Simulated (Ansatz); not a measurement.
Sn$_{16}$O$_{31}$ (cell charge +1, with a compensating background) (cell with a defect)

The calculation's input:

```
crystal:
  lattice:
    - [-4.8274195328, -4.8274195328, 6.4761384858]
    - [-4.8274195328, 4.8274195328, -6.4761384858]
    - [4.8274195328, -4.8274195328, -6.4761384858]
  atoms:
    - { symbol: Sn, position: [0.501483396, 0.0005186148, 0.5005338667] }
    - { symbol: Sn, position: [0.4923220259, 0.7440214838, 0.2440414248] }
    - { symbol: Sn, position: [0.5260669268, 0.5128056448, 0.0128173083], spin: 1.0 }
    - { symbol: Sn, position: [0.4923127942, 0.2478397587, 0.7478597185] }
    - { symbol: Sn, position: [0.0014919343, -9.04098e-05, 0.0011439756] }
    - { symbol: Sn, position: [0.0026369968, 0.7510905112, 0.7511079626] }
    - { symbol: Sn, position: [0.0014938866, 0.5011271497, 0.4999277142] }
    - { symbol: Sn, position: [0.0026376767, 0.2510928139, 0.2511065276] }
    - { symbol: Sn, position: [-0.0238036242, 0.3720166457, 0.8720329695], spin: 1.0 }
    - { symbol: Sn, position: [-0.023797564, 0.1037331929, 0.6037501976], spin: 1.0 }
    - { symbol: Sn, position: [0.0085247073, 0.8777492275, 0.3777656268] }
    - { symbol: Sn, position: [0.008530396, 0.6303253964, 0.1303415229] }
    - { symbol: Sn, position: [0.5006137661, 0.3738796542, 0.375731462] }
    - { symbol: Sn, position: [0.5006175061, 0.1244476601, 0.1262996553] }
    - { symbol: Sn, position: [0.5006138869, 0.8757147375, 0.8738961622] }
    - { symbol: Sn, position: [0.5006184463, 0.626283025, 0.6244652675] }
    - { symbol: O, position: [0.1890433537, 0.0951454305, 0.5951679469] }
    - { symbol: O, position: [0.1994542483, 0.84950023, 0.3495183332] }
    - { symbol: O, position: [0.1890540025, 0.5934417995, 0.0934636974] }
    - { symbol: O, position: [0.6952196719, 0.3484778941, 0.3463048096] }
    - { symbol: O, position: [0.6955129865, 0.0975318599, 0.0975454455] }
    - { symbol: O, position: [0.6952203919, 0.8462841988, 0.8484998122] }
    - { symbol: O, position: [0.6955132987, 0.5975275753, 0.5975489067] }
    - { symbol: O, position: [0.0063248414, 0.5271199414, 0.725877679] }
    - { symbol: O, position: [0.0063063719, 0.2799993574, 0.4787542364] }
    - { symbol: O, position: [0.0015235524, 0.0291822799, 0.2223669846] }
    - { symbol: O, position: [0.0015112375, 0.7787123742, 0.971898469] }
    - { symbol: O, position: [0.484935104, 0.5174848381, 0.2094880615] }
    - { symbol: O, position: [0.4848970543, 0.2749899701, 0.9669912087] }
    - { symbol: O, position: [0.506488162, 0.0332453801, 0.7247650729] }
    - { symbol: O, position: [0.5064842324, 0.7812916541, 0.4728084544] }
    - { symbol: O, position: [0.7978959998, 0.40701742, 0.9070323511] }
    - { symbol: O, position: [0.8164219942, 0.1579876065, 0.6580007463] }
    - { symbol: O, position: [0.7979013789, 0.8904332543, 0.3904492948] }
    - { symbol: O, position: [0.8182550999, 0.6589049591, 0.1589142336] }
    - { symbol: O, position: [0.3083792178, 0.4039709012, 0.4039757075] }
    - { symbol: O, position: [0.3072140564, 0.1502332645, 0.1565425964] }
    - { symbol: O, position: [0.3083786144, 0.9039631893, 0.9039826653] }
    - { symbol: O, position: [0.3072144165, 0.6565265244, 0.6502490624] }
    - { symbol: O, position: [0.0063195484, 0.2258582068, 0.0271328006] }
    - { symbol: O, position: [0.0062997209, 0.9787357459, 0.7800132487] }
    - { symbol: O, position: [0.0015195296, 0.7223473681, 0.5291953803] }
    - { symbol: O, position: [0.0015075582, 0.4718811449, 0.2787276299] }
    - { symbol: O, position: [0.5064828784, 0.2247469534, 0.5332617841] }
    - { symbol: O, position: [0.5064750062, 0.9727847468, 0.281302475] }
    - { symbol: O, position: [0.4849303452, 0.7094712761, 0.0175011151] }
    - { symbol: O, position: [0.4848939013, 0.4669708068, 0.7750029095] }
  host:
    lattice:
      - [4.8274195328, 0.0, 0.0]
      - [0.0, 4.8274195328, 0.0]
      - [0.0, 0.0, 3.2380692429]
    atoms:
      - { symbol: Sn, position: [0.0, 0.0, 0.0] }
      - { symbol: Sn, position: [0.5, 0.5, 0.5] }
      - { symbol: O, position: [0.30654427, 0.30654427, 0.0] }
      - { symbol: O, position: [0.19345573, 0.80654427, 0.5] }
      - { symbol: O, position: [0.69345573, 0.69345573, 0.0] }
      - { symbol: O, position: [0.80654427, 0.19345573, 0.5] }
total_charge: 1
basis:
  ecutwfc: 420
  xc_grid: 2
kpoints:
  mp_grid: { grid: [2, 2, 2], shift: [0.5, 0.5, 0.5] }
hamiltonian:
  xc: pbe
scf:
  occupations: { method: gaussian, width: 0.01 }
output:
  forces: true
  stress: false
  eigenvalues: true
  populations: true
  charged_corrections:
    defect_position: [0.19345573, 0.34672787, 0.84672787]
    epsilon: [[14.0234, 0.0, 0.0], [0.0, 14.0234, 0.0], [0.0, 0.0, 10.9]]
  write_density: true
  write_potential: true
  elf: true
  volumetric_format: npy
magnetization:
  spin_polarized: true
relax:
  adjacent_minimum: "off"
  f_tol: 0.025
  max_steps: 60
```

Launched as:

```sh
ansatz run input.yaml --threads 8 --pin off --max-ram 22528MiB --backend cpu --events-out ev --progress --plain --runs-dir out
```

The fields are those of the relaxed geometry.

Spin-polarised.

Level of theory: Ansatz, DFT PBE, scalar-relativistic, plane waves, PAW.

**What can the converged valence pseudo-density and electron localisation function tell about the bonding?**

Sn–O (2.09 Å): ρ at the midpoint is about 0.63 e/Å³; the ELF peaks at about 0.80 in the valence shell of O, 0.6 Å from its nucleus, and is about 0.25 at the midpoint; no shared electron pair shows on this line.

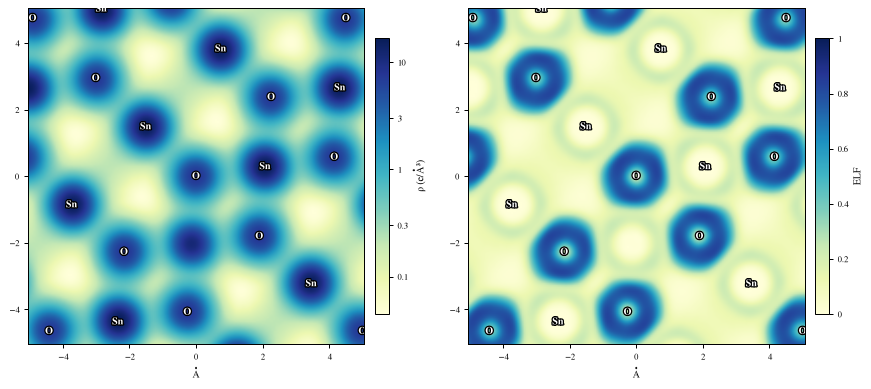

Computed valence pseudo-density and electron localisation function on the (100) plane of the calculation cell, in this order. Atoms just off the plane (Sn, 0.3 Å away) can leave unmarked features too.

The density is the valence pseudo-density of a PAW calculation; it isn't the true density close to the nuclei.
